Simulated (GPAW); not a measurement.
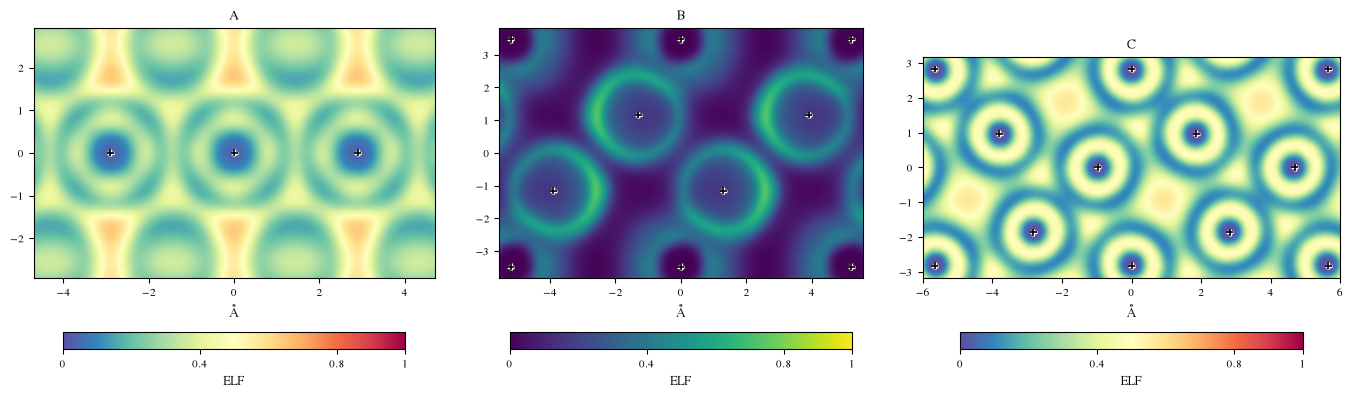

The electron localisation function of 3 systems, each on a plane through atoms (crosses mark nuclei in the plane).

All numbers below come from Kohn-Sham DFT of a periodic cell, PBEsol, PAW data sets made by gpaw-setup for the functional in GPAW 26.7.0.

System 1: Ta, the (100) plane of the conventional cell. Space group P6₃/mmc; a structure from a database of computed crystals, not necessarily the ambient phase; computed pressure about −7 GPa in this cell.

```
CELL_PARAMETERS angstrom
2.90037 0.00000 0.00000
-1.45019 2.51180 0.00000
0.00000 0.00000 5.16627
ATOMIC_POSITIONS crystal
Ta 0.33333 0.66667 0.25000
Ta 0.66667 0.33333 0.75000
```

System 2: Ti$_{2}$B, the (001) plane of the conventional cell. Space group I4/mcm; a structure from a database of computed crystals, not necessarily the ambient phase; computed pressure about −4 GPa in this cell.

```cif
data_structure
_symmetry_space_group_name_H-M 'P 1'
_symmetry_Int_Tables_number 1
_cell_length_a 5.6581
_cell_length_b 5.6581
_cell_length_c 4.7365
_cell_angle_alpha 90.000
_cell_angle_beta 90.000
_cell_angle_gamma 90.000
_cell_volume 151.64
loop_
_atom_site_label
_atom_site_type_symbol
_atom_site_fract_x
_atom_site_fract_y
_atom_site_fract_z
_atom_site_occupancy
Ti1 Ti 0.33560 0.16440 0.00000 1
Ti2 Ti 0.83560 0.66440 0.50000 1
Ti3 Ti 0.16440 0.33560 0.50000 1
Ti4 Ti 0.66440 0.83560 0.00000 1
Ti5 Ti 0.83560 0.33560 0.00000 1
Ti6 Ti 0.33560 0.83560 0.50000 1
Ti7 Ti 0.16440 0.66440 0.00000 1
Ti8 Ti 0.66440 0.16440 0.50000 1
B1 B 0.00000 0.00000 0.25000 1
B2 B 0.50000 0.50000 0.75000 1
B3 B 0.00000 0.00000 0.75000 1
B4 B 0.50000 0.50000 0.25000 1
```

System 3: Te$_{2}$Pt, the (110) plane of the conventional cell. Space group P-3m1; not relaxed (largest force 0.7 eV/Å); computed pressure about 3 GPa in this cell.

```
Pt Te
1.0
     4.01000    0.00000    0.00000
    -2.00500    3.47276    0.00000
     0.00000    0.00000    5.20100
Pt Te
1 2
Cartesian
  0.0000 0.0000 0.0000
  2.0050 1.1576 3.9007
  0.0000 2.3152 1.3002
```

Q: Match each panel to its system.

A: Panel A is system 1, Ta: the plane holds Ta. Ta–Ta (2.90 Å): the ELF is about 0.30 at the midpoint; no localised pair shows between them. Panel B is system 3, Te$_{2}$Pt: the plane holds Pt and Te. Te–Pt (2.66 Å): the ELF is about 0.50 at the midpoint. Panel C is system 2, Ti$_{2}$B: the plane holds Ti. Ti–Ti (2.63 Å): the ELF is about 0.10 at the midpoint (no localised pair shows between them).
